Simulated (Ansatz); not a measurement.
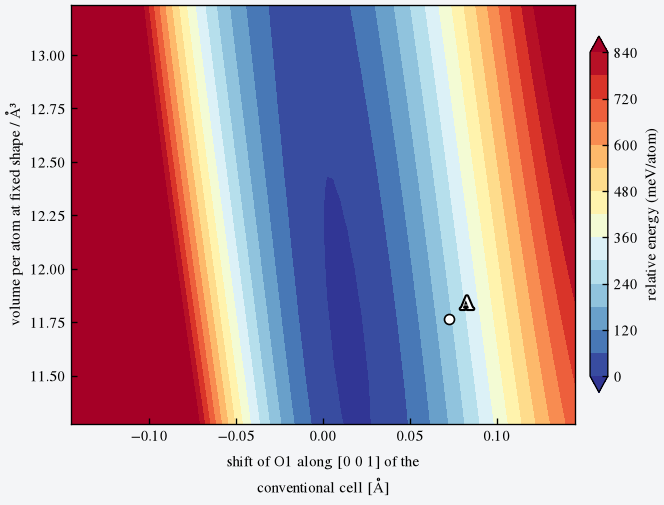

O (Fmmm, No. 69; 2 atoms in the cell). 
- The energy is mapped over a free internal coordinate and the cell.
- Coordinates scanned: (1) shift of O1 along [0 0 1] of the conventional cell, Cartesian (0 0 1), its symmetry partners moved as symmetry demands (measured in the relaxed cell); (2) volume per atom at fixed shape.
- Nothing is relaxed (all other coordinates fixed).
- Grid: 5 × 5 points.
- Points are written as (first, second).
- All energies are given in meV/atom relative to the lowest grid point.
- The runs have no spin polarisation; a magnetic state may lie lower.
- Level of theory: DFT PBEsol, scalar-relativistic, plane waves, PAW (Ansatz 0.2.0). Settings: cutoff 520 eV, k-mesh 20×20×20, gaussian smearing 0.15 eV, no spin polarisation.

In the figure: filled contours, one colour for all values above the top of the scale, the point A. Between grid points the surface is interpolated.

**Is A at rest? If not, where is it pushed?**

A, at (0.072 Å, 11.77 Å³), is not a stationary point. The computed force is 6100 meV/atom for each Å towards smaller values of the first coordinate and 103 meV/atom for each Å³ towards smaller values of volume per atom at fixed shape.
